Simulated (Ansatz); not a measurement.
```
CELL_PARAMETERS angstrom
2.94574 0.00000 0.00000
0.00000 3.42426 0.00000
0.00000 0.00000 8.42417
ATOMIC_POSITIONS crystal
Ti 0.00000 0.00000 0.00000
Ti 0.50000 0.50000 0.50000
Si 0.00000 0.00000 0.67008
Si 0.50000 0.50000 0.17008
Si 0.00000 0.00000 0.32992
Si 0.50000 0.50000 0.82992
```

Space group Immm; a structure from a database of computed crystals, not necessarily the ambient phase; computed pressure about −4 GPa in this cell.

Level of theory: Kohn-Sham DFT of a periodic cell, PBEsol, Ansatz PAW in Ansatz 0.2.0.

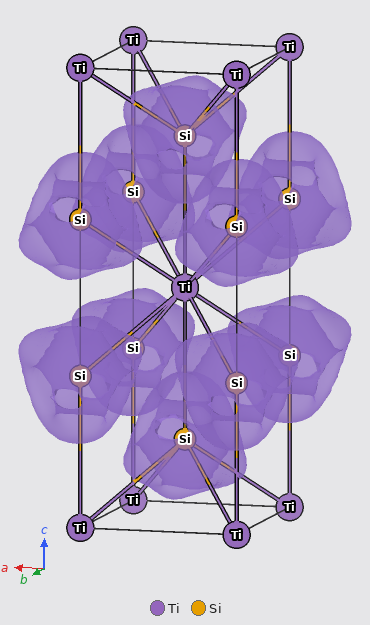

TiSi2. Isosurface of the ELF at 0.65 (purple), seen at an oblique angle. Core shells and regions of very low density are left out. Sticks mark near contacts.

Core electrons are frozen (PAW), and the valence fields are smoothed inside the atomic spheres.

> Identify the bonds, lone pairs and shells in this picture.

The surface consists of four regions wrapped around Si (the valence shell of each), counted in one cell of 6 atoms. Any copies at cell faces, edges or corners count once. Profiles from the grid: Ti–Si (2.67 Å): the ELF peaks at about 0.75 in the valence shell of Si, 0.9 Å from its nucleus, and is about 0.35 at the midpoint. Ti–Si (2.78 Å): the ELF peaks at about 0.80 in the valence shell of Si, 0.9 Å from its nucleus, and is about 0.45 at the midpoint.

> Does the calculation give a band gap?

It is gapless in this calculation (a metal or semimetal).
